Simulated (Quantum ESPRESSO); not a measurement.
Ni$_{3}$Si: single-point calculation (part 2 of 3)

Ni$_{3}$Si (4 atoms in the cell); Kohn-Sham DFT of a periodic cell, LDA, GBRV 1.5 LDA, spin-polarised (Quantum ESPRESSO 7.5); cutoff 612.26 eV, 8×8×8 k-mesh, fermi-dirac of 0.05 eV, collinear spins. The structure derives from an entry of the Crystallography Open Database. The volume is scaled by 0.98.

Geometry of the input (Å; fractional positions):
```
3.5182  0.0000  0.0000
0.0000  3.5182  0.0000
0.0000  0.0000  3.5182
Ni 0.5000  0.5000  0.0000
Ni 0.5000  0.0000  0.5000
Ni 0.0000  0.5000  0.5000
Si 0.0000  0.0000  0.0000
```

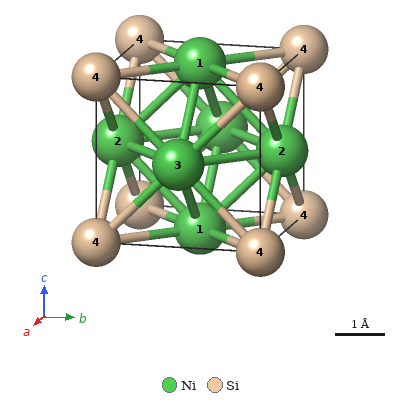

The input geometry (ball-and-stick view of the cell of the calculation, seen slightly off an axis; atoms are numbered from 1 in the order of the input). An atom can appear more than once, as a periodic image.

Log, continued
```
   -85.7030 -85.6764 -85.6718 -46.6030 -46.6030 -46.5997 -46.5616 -46.5616
   -46.5586 -46.4119 -46.4029 -46.4029   5.5139  11.0727  12.3493  13.0593
    13.0593  13.1125  13.3208  14.5215  14.5215  14.8283  14.9077  15.7306
    15.7306  15.8264  16.0032  16.1307  16.6859  18.0384  18.0384  21.7780
    22.8328  24.6688  24.7863  24.7863  26.7672  28.3962  29.6898  29.6898
    30.4944  34.9948

          k = 0.0000 0.0000 0.3750 (  1482 PWs)   bands (ev):

   -85.6985 -85.6809 -85.6718 -46.5935 -46.5935 -46.5884 -46.5662 -46.5662
   -46.5592 -46.4245 -46.4078 -46.4078   6.2993   9.7488  12.6501  12.9732
    12.9732  13.4952  13.5627  14.4514  14.4514  14.7190  14.7206  15.4736
    15.4736  15.5301  15.7130  16.1085  16.6864  19.2949  19.2949  21.6903
    22.7282  23.0062  23.0062  24.4163  27.4219  29.1885  30.4282  30.8742
    30.8742  34.3924

          k = 0.0000 0.0000-0.5000 (  1510 PWs)   bands (ev):

   -85.6956 -85.6837 -85.6718 -46.5880 -46.5880 -46.5833 -46.5695 -46.5695
   -46.5594 -46.4303 -46.4099 -46.4099   6.8585   8.9658  12.8093  12.9308
    12.9308  13.5855  13.8088  14.4712  14.4712  14.6247  14.7244  15.3440
    15.3440  15.3715  15.5206  16.1121  16.6865  20.2365  20.2365  21.6259
    21.8811  21.8811  22.6774  24.2283  27.0827  30.4002  31.2367  32.0766
    32.0766  33.0454

          k = 0.0000 0.1250 0.1250 (  1484 PWs)   bands (ev):

   -85.7052 -85.6736 -85.6725 -46.6127 -46.6078 -46.6021 -46.5637 -46.5595
   -46.5535 -46.4113 -46.4002 -46.3933   5.1656  11.8472  12.3190  12.6637
    13.0625  13.1183  13.2801  14.5382  14.6355  15.1366  15.1767  15.8380
    15.8684  15.9392  16.1334  16.2219  16.5941  17.0379  17.4491  22.0469
    23.4002  23.6893  24.8683  26.3108  27.3826  27.9984  28.5033  30.6457
    31.6222  32.6035

          k = 0.0000 0.1250 0.2500 (  1495 PWs)   bands (ev):

   -85.7019 -85.6766 -85.6727 -46.6096 -46.6004 -46.5917 -46.5690 -46.5620
   -46.5488 -46.4266 -46.4051 -46.3927   5.6868  11.1857  12.2872  12.7920
    12.9991  13.2227  13.4433  14.2762  14.5171  14.7429  15.1199  15.6221
    15.6561  15.8933  16.0362  16.0737  16.5437  17.5713  18.3535  22.1953
    22.9794  23.6456  24.9896  25.2512  27.3064  27.8386  28.7519  29.8826
    31.9575  33.9421

          k = 0.0000 0.1250 0.3750 (  1490 PWs)   bands (ev):

   -85.6975 -85.6809 -85.6727 -46.6030 -46.5910 -46.5853 -46.5719 -46.5663
   -46.5448 -46.4407 -46.4102 -46.3946   6.4588   9.8938  12.5545  12.8494
    12.9304  13.5752  13.5933  14.2815  14.3803  14.7504  14.8777  15.2817
    15.4630  15.6568  15.8229  16.0352  16.5349  18.4612  19.5330  21.3924
    22.1519  23.2440  23.7810  25.3152  28.4204  28.4231  29.2833  30.2444
    31.9935  33.3443

          k = 0.0000 0.1250-0.5000 (  1482 PWs)   bands (ev):

   -85.6947 -85.6837 -85.6727 -46.5984 -46.5862 -46.5856 -46.5711 -46.5695
   -46.5429 -46.4466 -46.4124 -46.3958   7.0025   9.1333  12.6496  12.8909
    12.8970  13.6168  13.8753  14.2781  14.4796  14.6031  14.8612  15.0869
    15.3901  15.5319  15.6537  16.0456  16.5342  19.1317  20.4097  20.4953
    22.1151  22.1670  23.8625  25.0782  28.0968  28.7432  30.5964  31.9818
    32.0242  32.1928

          k = 0.0000 0.2500 0.2500 (  1492 PWs)   bands (ev):

   -85.6990 -85.6778 -85.6744 -46.6151 -46.5933 -46.5830 -46.5747 -46.5636
   -46.5368 -46.4463 -46.4105 -46.3842   6.1858  11.4025  11.5705  12.8260
    12.9130  13.3471  13.6924  13.9957  14.4561  14.6400  15.3284  15.4152
    15.5609  15.7617  15.8342  16.1342  16.3318  17.2657  19.1309  21.0883
    22.3724  25.3120  25.5711  25.6105  26.0256  27.8622  28.1408  31.7890
    31.9223  32.3344

          k = 0.0000 0.2500 0.3750 (  1503 PWs)   bands (ev):

   -85.6949 -85.6811 -85.6752 -46.6178 -46.5846 -46.5803 -46.5738 -46.5667
   -46.5269 -46.4628 -46.4162 -46.3802   6.9150  10.2906  11.8051  12.8447
    13.0044  13.6254  13.7452  14.1207  14.2222  14.8314  14.9942  15.2455
    15.4494  15.5854  15.8078  15.9795  16.2178  17.5692  19.5364  20.1688
    22.4179  23.8764  25.9030  26.1217  26.3896  28.6675  29.6347  30.7658
    30.8320  32.3346

          k = 0.0000 0.2500-0.5000 (  1514 PWs)   bands (ev):

   -85.6921 -85.6837 -85.6753 -46.6186 -46.5811 -46.5793 -46.5712 -46.5695
   -46.5230 -46.4694 -46.4187 -46.3792   7.4116   9.6029  11.9356  12.8168
    13.0814  13.6995  13.9610  14.0096  14.5038  14.5723  14.9717  15.0002
    15.4762  15.5047  15.8396  15.8418  16.1866  18.0083  18.6921  20.9134
    22.4307  22.9010  25.7832  26.2228  26.7617  29.4217  30.0333  30.2434
    30.9772  32.6319

          k = 0.0000 0.3750 0.3750 (  1506 PWs)   bands (ev):

   -85.6911 -85.6819 -85.6781 -46.6287 -46.5770 -46.5750 -46.5736 -46.5677
   -46.5141 -46.4807 -46.4227 -46.3712   7.5646  10.7326  10.8675  12.7690
    13.1420  13.7272  13.8088  14.0747  14.2331  14.8620  14.9887  15.2392
    15.4215  15.4935  15.5164  15.9136  15.9517  17.3071  18.2059  21.0495
    22.6424  24.6190  24.7396  26.5210  27.0592  29.2021  29.3766  29.3816
    31.0827  34.6061

          k = 0.0000 0.3750-0.5000 (  1504 PWs)   bands (ev):

   -85.6882 -85.6837 -85.6791 -46.6326 -46.5746 -46.5724 -46.5712 -46.5694
   -46.5094 -46.4880 -46.4256 -46.3682   7.9823  10.2323  11.0664  12.7390
    13.1398  13.7960  13.8953  13.9697  14.5389  14.5608  15.0830  15.0905
    15.3495  15.4769  15.5382  15.7979  15.8477  17.4445  17.5980  21.6649
    22.7474  23.7950  25.1180  26.4610  27.4079  28.6611  28.7327  29.8496
    33.3013  33.4841

          k = 0.0000-0.5000-0.5000 (  1492 PWs)   bands (ev):

   -85.6837 -85.6837 -85.6837 -46.6376 -46.5712 -46.5712 -46.5694 -46.5694
   -46.5046 -46.4956 -46.4286 -46.3644   8.3336  10.5921  10.5921  12.7075
    13.0132  13.8411  13.9561  13.9561  14.5599  14.5599  15.1322  15.2308
    15.2325  15.2325  15.5586  15.6599  15.7031  17.3079  17.3079  22.2023
    22.9040  24.2850  24.2850  27.1780  27.1780  27.6345  28.0400  31.2681
    34.2366  34.2366

          k = 0.1250 0.1250 0.1250 (  1478 PWs)   bands (ev):

   -85.7041 -85.6736 -85.6736 -46.6153 -46.6007 -46.6007 -46.5629 -46.5629
   -46.5500 -46.4221 -46.3950 -46.3950   5.3431  11.8864  12.4317  12.4317
    12.9061  13.2845  13.2845  14.2657  14.8068  14.8068  15.4447  15.4447
    15.9349  15.9349  16.0971  16.2274  16.5868  17.2790  17.2790  22.8300
    23.7328  23.7328  24.5019  25.6759  25.6759  28.9761  28.9761  31.3274
    31.4449  33.1000

          k = 0.1250 0.1250 0.2500 (  1499 PWs)   bands (ev):

   -85.7009 -85.6767 -85.6736 -46.6137 -46.5971 -46.5926 -46.5679 -46.5596
   -46.5451 -46.4396 -46.3990 -46.3919   5.8567  11.2829  12.2706  12.6924
    12.8408  13.3422  13.4776  14.1440  14.5488  14.6687  15.1962  15.4942
    15.6459  15.9049  15.9271  16.1195  16.5306  17.6731  17.8818  22.8677
    23.2702  23.5466  24.0465  25.5952  26.0523  28.5357  29.7168  30.8331
    31.1279  33.8759

          k = 0.1250 0.1250 0.3750 (  1500 PWs)   bands (ev):

   -85.6966 -85.6810 -85.6736 -46.6073 -46.5931 -46.5912 -46.5721 -46.5531
   -46.5412 -46.4548 -46.4033 -46.3922   6.6138  10.0328  12.4112  12.8498
    12.9017  13.6109  13.6217  14.2191  14.3684  14.5599  15.0650  15.3035
    15.3869  15.6893  15.8670  15.9491  16.4749  18.5729  18.6279  21.2687
    22.0928  23.4510  24.1145  26.4246  26.8050  29.1830  29.5673  30.4622
    31.4541  33.5584

          k = 0.1250 0.1250-0.5000 (  1498 PWs)   bands (ev):

   -85.6939 -85.6837 -85.6735 -46.6017 -46.5940 -46.5912 -46.5739 -46.5495
   -46.5397 -46.4610 -46.4052 -46.3929   7.1403   9.2985  12.4446  12.8688
    12.9745  13.6556  13.9553  14.1625  14.3737  14.4709  15.0493  15.1089
    15.4102  15.4929  15.7372  15.9632  16.4561  19.0785  19.4080  20.2081
    21.3757  23.5467  24.2007  26.2079  27.2588  28.7636  29.8856  31.4469
    32.5935  33.5414

          k = 0.1250 0.2500 0.2500 (  1493 PWs)   bands (ev):

   -85.6981 -85.6778 -85.6753 -46.6174 -46.5986 -46.5916 -46.5636 -46.5552
   -46.5358 -46.4602 -46.4006 -46.3852   6.3458  11.4002  11.7066  12.6621
    12.9109  13.4262  13.6682  14.0031  14.4341  14.5553  15.3253  15.3569
    15.5844  15.6631  15.7803  16.2024  16.4463  17.3021  18.2843  21.2988
    23.5375  23.9602  24.3536  25.8460  26.0005  29.1784  29.5703  30.4279
    32.3686  33.4941

          k = 0.1250 0.2500 0.3750 (  1495 PWs)   bands (ev):

   -85.6941 -85.6811 -85.6758 -46.6185 -46.5993 -46.5928 -46.5611 -46.5487
   -46.5267 -46.4774 -46.4047 -46.3807   7.0548  10.4088  11.8022  12.7677
    13.0883  13.5875  13.7809  14.0763  14.2551  14.5273  15.1921  15.3408
    15.4018  15.5010  15.7561  15.9917  16.3337  17.5752  18.8084  19.9092
    22.4328  24.0559  24.8512  26.2924  27.2891  28.5715  29.9096  30.7756
    31.8682  33.6734

          k = 0.1250 0.2500-0.5000 (  1506 PWs)   bands (ev):

   -85.6915 -85.6837 -85.6759 -46.6187 -46.5973 -46.5954 -46.5606 -46.5455
   -46.5229 -46.4842 -46.4066 -46.3794   7.5286   9.7623  11.8779  12.8174
    13.1568  13.7566  13.8606  14.0221  14.3596  14.3985  15.1127  15.2156
    15.3991  15.4840  15.7459  15.8425  16.2845  17.9767  18.6602  19.6719
    21.7426  24.1893  25.3277  26.4922  26.9838  28.1786  30.8882  31.0227
    32.8648  32.8943

          k = 0.1250 0.3750 0.3750 (  1504 PWs)   bands (ev):

   -85.6906 -85.6819 -85.6785 -46.6287 -46.5990 -46.5940 -46.5517 -46.5472
   -46.5140 -46.4958 -46.4092 -46.3715   7.6727  10.7800  11.0233  12.7420
    13.1630  13.6445  13.9429  13.9525  14.2863  14.5497  15.1743  15.2615
    15.3452  15.5045  15.5911  15.9164  16.1195  17.2287  18.0857  19.8844
    23.0885  23.4276  24.4826  26.7110  28.2664  28.3191  29.8613  31.2482
    32.1711  34.8113

          k = 0.1250 0.3750-0.5000 (  1502 PWs)   bands (ev):

   -85.6879 -85.6837 -85.6795 -46.6326 -46.5968 -46.5958 -46.5495 -46.5451
   -46.5094 -46.5032 -46.4113 -46.3683   8.0568  10.3881  11.1512  12.7618
    13.0806  13.7693  13.9269  13.9645  14.4594  14.4684  15.0753  15.2008
    15.3853  15.4894  15.5309  15.7824  16.0331  17.3554  17.5119  20.2142
    22.5566  23.7752  24.6905  25.9996  28.3227  28.6410  30.4021  31.3765
    33.4846  33.6704

          k = 0.1250-0.5000-0.5000 (  1508 PWs)   bands (ev):

   -85.6837 -85.6837 -85.6837 -46.6375 -46.5958 -46.5958 -46.5450 -46.5450
   -46.5109 -46.5046 -46.4135 -46.3644   8.3670  10.7527  10.7527  12.7372
    12.8650  13.8773  13.8773  14.0766  14.5181  14.5181  14.9593  15.3235
    15.3235  15.3352  15.5392  15.6460  15.8869  17.1991  17.1991  20.5698
    23.0991  23.0991  24.9074  25.2438  28.7712  28.7712  30.6414  31.4778
    34.2828  34.2828

          k = 0.2500 0.2500 0.2500 (  1499 PWs)   bands (ev):

   -85.6956 -85.6777 -85.6777 -46.6211 -46.6035 -46.6035 -46.5460 -46.5460
   -46.5312 -46.4832 -46.3876 -46.3876   6.8020  11.2958  12.0785  12.0785
    13.1009  13.6047  13.6047  14.0175  14.3733  14.3733  15.3384  15.3384
    15.3628  15.6677  15.6677  16.3380  16.5151  17.4138  17.4138  21.1894
    22.5291  22.5291  26.1995  26.1995  26.3713  27.9249  31.4498  31.4498
    33.8893  34.0789

          k = 0.2500 0.2500 0.3750 (  1497 PWs)   bands (ev):

   -85.6921 -85.6812 -85.6777 -46.6218 -46.6118 -46.6073 -46.5428 -46.5319
   -46.5240 -46.5016 -46.3902 -46.3797   7.4444  10.7018  11.7321  12.5562
    13.2926  13.5132  13.7621  14.0826  14.2882  14.3323  15.1531  15.2798
    15.4119  15.5466  15.6836  16.0869  16.4339  17.5428  17.5747  19.8269
    21.2889  23.0510  26.3387  26.6326  26.6647  28.8069  31.4609  32.6478
    33.1073  34.2858

          k = 0.2500 0.2500-0.5000 (  1516 PWs)   bands (ev):

   -85.6896 -85.6837 -85.6777 -46.6208 -46.6147 -46.6094 -46.5422 -46.5266
   -46.5207 -46.5088 -46.3914 -46.3773   7.8473  10.2108  11.6848  12.8283
    13.3313  13.4368  13.9803  13.9921  14.2364  14.3810  15.0796  15.2176
    15.5316  15.5845  15.5999  15.8275  16.3658  17.5969  18.1374  18.8680
    20.8539  23.5686  25.5598  26.8446  26.8462  29.5653  32.3250  32.3270
    34.0121  34.7012

          k = 0.2500 0.3750 0.3750 (  1498 PWs)   bands (ev):

   -85.6892 -85.6819 -85.6799 -46.6290 -46.6170 -46.6136 -46.5303 -46.5275
   -46.5208 -46.5139 -46.3881 -46.3722   7.9585  10.9173  11.4663  12.5511
    13.2255  13.5618  13.6884  14.2426  14.3473  14.3818  14.9187  15.3310
    15.3490  15.5778  15.6610  16.0583  16.3584  16.9862  17.4084  19.1640
    21.5121  21.8682  24.7401  27.0775  29.1256  29.7107  32.1135  32.8924
    34.5154  35.4820

          k = 0.2500 0.3750-0.5000 (  1500 PWs)   bands (ev):

   -85.6869 -85.6837 -85.6804 -46.6325 -46.6174 -46.6158 -46.5291 -46.5278
   -46.5238 -46.5093 -46.3886 -46.3686   8.2449  10.8274  11.3853  12.8317
    12.9302  13.5504  13.7476  14.3385  14.3967  14.4441  14.8249  15.3053
    15.4313  15.5412  15.7269  15.7560  16.2899  17.0496  17.1965  18.9397
    21.1621  22.2150  23.8985  27.2989  29.6369  30.7572  32.2691  34.0221
    34.1495  34.3276

          k = 0.2500-0.5000-0.5000 (  1496 PWs)   bands (ev):

   -85.6836 -85.6836 -85.6836 -46.6375 -46.6176 -46.6176 -46.5357 -46.5237
   -46.5237 -46.5046 -46.3890 -46.3644   8.4491  11.2112  11.2112  12.6231
    12.8254  13.6618  13.6618  14.4761  14.4761  14.5733  14.7027  15.4375
    15.4375  15.4928  15.5932  15.6092  16.1703  16.8848  16.8848  19.0788
    21.6626  21.6626  23.0029  27.5278  31.3150  31.3150  32.0437  33.4584
    34.5397  34.5397

          k = 0.3750 0.3750 0.3750 (  1493 PWs)   bands (ev):

   -85.6871 -85.6819 -85.6819 -46.6306 -46.6267 -46.6267 -46.5400 -46.5156
   -46.5156 -46.5124 -46.3730 -46.3730   8.2902  11.1535  12.1100  12.1100
    13.3417  13.3417  13.4867  14.4011  14.4011  14.6521  14.7069  15.3126
    15.3126  15.5950  15.5950  16.2147  16.4707  16.7123  16.7123  18.7071
    20.9301  20.9301  23.0875  29.6826  29.6826  30.7390  34.3738  34.3738
    34.9873  36.3187

          k = 0.3750 0.3750-0.5000 (  1500 PWs)   bands (ev):

   -85.6854 -85.6836 -85.6819 -46.6331 -46.6313 -46.6280 -46.5471 -46.5145
   -46.5104 -46.5086 -46.3733 -46.3676   8.4460  11.4421  11.6961  12.6887
    12.9196  13.3859  13.4807  14.4317  14.4330  14.6178  14.8570  15.3162
    15.3309  15.5214  15.5985  16.0097  16.4255  16.6775  16.6989  18.3170
    20.6401  21.1799  22.2160  29.9251  30.4483  32.4942  33.5528  35.1767
    35.3460  35.9294

          k = 0.3750-0.5000-0.5000 (  1496 PWs)   bands (ev):

   -85.6836 -85.6836 -85.6836 -46.6374 -46.6322 -46.6322 -46.5540 -46.5095
   -46.5095 -46.5045 -46.3708 -46.3643   8.5335  11.8755  11.8755  12.4441
    12.9467  13.3366  13.3366  14.4620  14.4620  14.5209  15.0471  15.3578
    15.3578  15.4472  15.4936  15.9984  16.3787  16.5555  16.5555  18.1349
    20.8349  20.8349  21.2980  30.3778  32.7371  33.0046  33.0046  35.0398
    35.7802  35.7802

          k =-0.5000-0.5000-0.5000 (  1472 PWs)   bands (ev):

   -85.6836 -85.6836 -85.6836 -46.6373 -46.6373 -46.6373 -46.5607 -46.5045
   -46.5045 -46.5045 -46.3643 -46.3643   8.5690  12.3798  12.3798  12.3798
    13.0113  13.0113  13.0113  14.4566  14.4566  14.4566  15.2264  15.2264
    15.2264  15.4285  15.4285  16.2558  16.4542  16.4542  16.4542  17.8186
    20.5876  20.5876  20.5876  33.0863  33.0863  33.3181  33.3181  33.3181
    37.8303  37.8325

 ------ SPIN DOWN ----------

          k = 0.0000 0.0000 0.0000 (  1503 PWs)   bands (ev):

   -85.7076 -85.6719 -85.6719 -46.6133 -46.6133 -46.6133 -46.5578 -46.5578
   -46.5578 -46.3963 -46.3963 -46.3963   4.8036  11.7937  12.6326  12.6326
    13.1292  13.1292  13.1292  15.1172  15.1172  15.1172  15.7914  15.7914
    15.7914  16.0464  16.0464  16.3754  16.6852  16.6852  16.6852  21.2974
    22.9464  22.9464  27.0135  27.0135  27.0135  30.5200  30.5200  30.5200
    30.5851  30.5851

          k = 0.0000 0.0000 0.1250 (  1474 PWs)   bands (ev):

   -85.7064 -85.6731 -85.6719 -46.6105 -46.6105 -46.6095 -46.5587 -46.5587
   -46.5581 -46.4007 -46.3982 -46.3982   4.9857  11.8035  12.3910  12.7610
    13.1155  13.1155  13.1809  14.8162  14.8162  15.0604  15.2983  15.8884
    15.8884  16.0378  16.0489  16.3003  16.6855  17.0521  17.0521  21.6383
    22.9166  23.5413  26.4292  26.4292  26.6310  29.2979  29.2979  29.7366
    30.5589  32.8591

          k = 0.0000 0.0000 0.2500 (  1482 PWs)   bands (ev):

   -85.7030 -85.6764 -85.6718 -46.6030 -46.6030 -46.5997 -46.5616 -46.5616
   -46.5586 -46.4119 -46.4029 -46.4029   5.5139  11.0727  12.3493  13.0593
    13.0593  13.1125  13.3208  14.5215  14.5215  14.8283  14.9077  15.7306
    15.7306  15.8264  16.0032  16.1307  16.6859  18.0384  18.0384  21.7780
    22.8328  24.6688  24.7863  24.7863  26.7672  28.3962  29.6898  29.6898
    30.4944  34.9948

          k = 0.0000 0.0000 0.3750 (  1482 PWs)   bands (ev):

   -85.6985 -85.6809 -85.6718 -46.5935 -46.5935 -46.5885 -46.5662 -46.5662
   -46.5592 -46.4245 -46.4078 -46.4078   6.2993   9.7488  12.6501  12.9732
    12.9732  13.4952  13.5627  14.4514  14.4514  14.7190  14.7206  15.4736
    15.4736  15.5301  15.7130  16.1085  16.6864  19.2949  19.2949  21.6903
    22.7282  23.0062  23.0062  24.4163  27.4219  29.1885  30.4282  30.8742
    30.8742  34.3924

          k = 0.0000 0.0000-0.5000 (  1510 PWs)   bands (ev):
```
